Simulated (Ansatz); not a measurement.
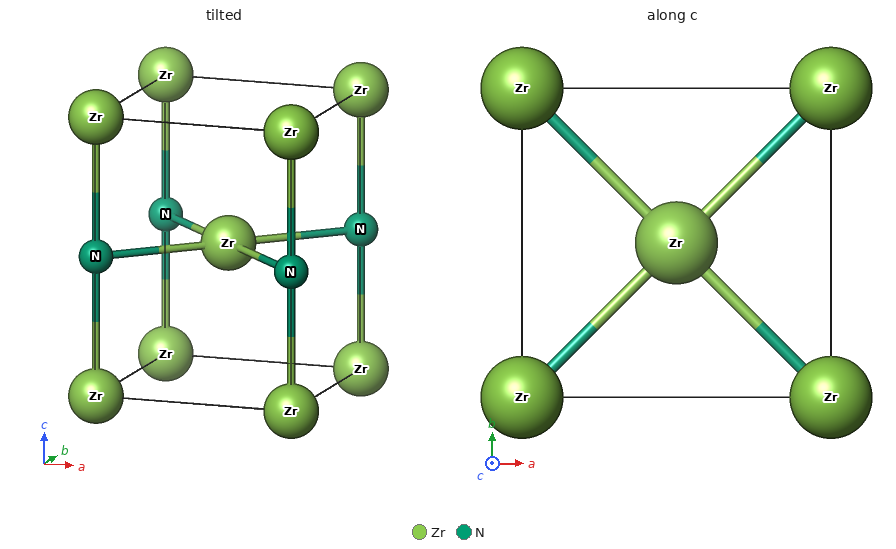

Ball-and-stick representation of a periodic structure, projected slightly off an axis and along the c axis. The parallelepiped is the conventional unit cell. Cell: a = 3.27 Å, b = 3.27 Å, c = 4.50 Å, α = 90.00°, β = 90.00°, γ = 90.00°.

It goes back to a structure type filled with these elements by a generator (whether the compound takes this form wasn't checked). Earlier steps of the study may have refined or changed the cell and positions. It was run through Ansatz as a DFT input.

Q: Characterise what is shown.

A: The formula is Zr2N. It is primitive tetragonal, space group P4/mmm (No. 123). It has 3 atoms to the cell (2 Zr, 1 N). Around each N lie six Zr in an octahedral arrangement at about 2.3 Å. Zr takes two kinds of site: 1a with two N in a linear arrangement at about 2.3 Å; 1d with four N in a square planar arrangement at about 2.3 Å. Not all metal-metal contacts are counted. The bonds build a three-dimensional framework.

Calculation details: Ansatz, DFT r2SCAN, scalar-relativistic, plane waves, PAW; 500 eV cutoff, Brillouin-zone sampling on a 14×14×10 mesh, Gaussian smearing of 0.1 eV, no spin polarisation.

Q: How large a gap does the method give, if there is one?

A: A metal: bands cross the Fermi level.

Q: What charge does Bader's analysis assign to each element?

A: Zr +0.63 to +1.38 e; N -2.01 e.

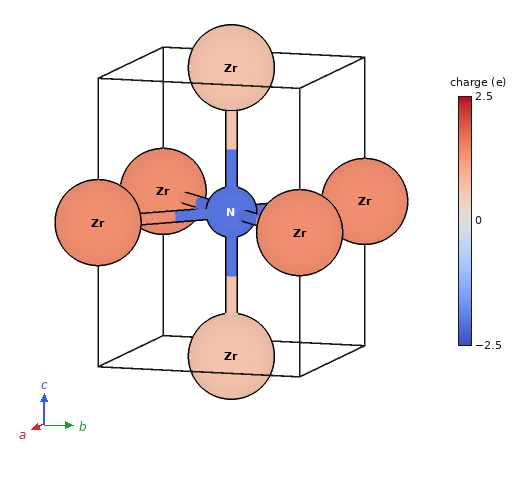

The atoms coloured by those charges. The run's cell of 3 atoms is drawn, so axes and origin can differ from the first picture.

Q: Does the calculation find this structure at rest?

A: No. All forces vanish to within 0.01 eV/Å. The pressure is -0.5 GPa, so the cell would contract. The stress isn't hydrostatic: its largest component is 1.3 GPa.
